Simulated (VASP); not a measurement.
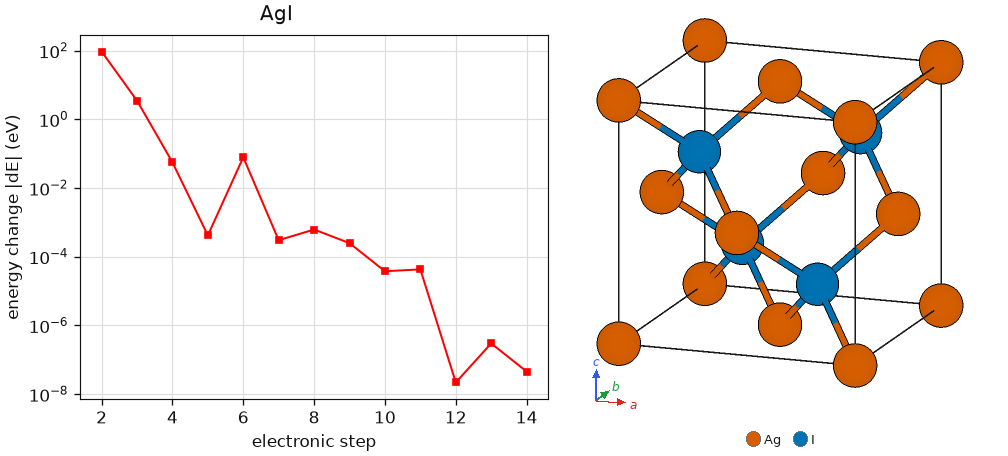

Beside the plot: the structure in its conventional cell.

The plot shows the electronic steps of a calculation: energy change |dE|.

AgI (2 atoms in the cell), run with VASP.

INCAR
```
ENCUT = 520.000000
SIGMA = 0.020000
EDIFF = 1.00e-07
GGA = PE
PREC = Accurate
IBRION = -1
ISIF = 2
ISMEAR = -1
NBANDS = 16
NELM = 120
NSW = 0
LASPH = .TRUE.
LCHARG = .FALSE.
LWAVE = .FALSE.
LREAL = .FALSE.
ADDGRID = .TRUE.
```

KPOINTS
```
KPOINTS created by Atomic Simulation Environment
0
Gamma
6 6 6
0 0 0
```

POSCAR
```
Ag I
 1.0000000000000000
     0.0000000000000000    3.3757221564000002    3.3757221564000002
     3.3757221564000002    0.0000000000000000    3.3757221564000002
     3.3757221564000002    3.3757221564000002    0.0000000000000000
 Ag  I
   1   1
Cartesian
  0.0000000000000000  0.0000000000000000  0.0000000000000000
  1.6878610781999999  1.6878610781999999  1.6878610781999999
```

Did the calculation converge?

Converged, in 14 steps. The energy change falls unevenly and jumps up by a factor of two or more 3 times on the way down, most sharply at step 6 (by a factor of about 200). The jump at step 6 comes where the charge density, held fixed for the first 5 steps, starts to be updated.

What is the energy change at the start and at the end?

It starts near 90 and ends near 5 × 10⁻⁸ eV.
